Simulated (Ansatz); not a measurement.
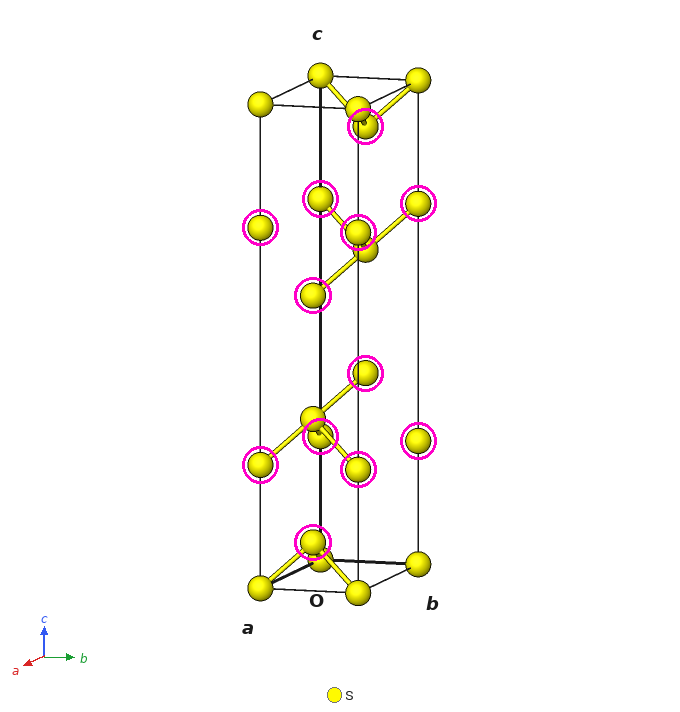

Crystal: S, the end point of a relaxation with DFT PBEsol, scalar-relativistic, plane waves, PAW (Ansatz); the starting structure was generated, so it need not be a known form of this composition. One unit cell; the ringed atoms, with their copies on corners, edges and faces, form one crystallographic orbit. All values are computed from the atomic coordinates in the standard setting (tolerance 0.002 Å).

a = 3.349 Å, b = 3.349 Å, c = 17.673 Å, α = 90.00°, β = 90.00°, γ = 120.00°; space group R-3m (No. 166, hexagonal axes).

Which Wyckoff position do the ringed atoms fill?

S on 6c, site symmetry 3m: 36 operations a cell over 6 that keep the site give 6 atoms, with 1 free parameter.

One of them lies at (1/3, 2/3, 0.922). List the coordinates of all.

(1/3, 2/3, 0.922); (0, 0, 0.745); (0, 0, 0.255); (2/3, 1/3, 0.078); (2/3, 1/3, 0.588); (1/3, 2/3, 0.412).
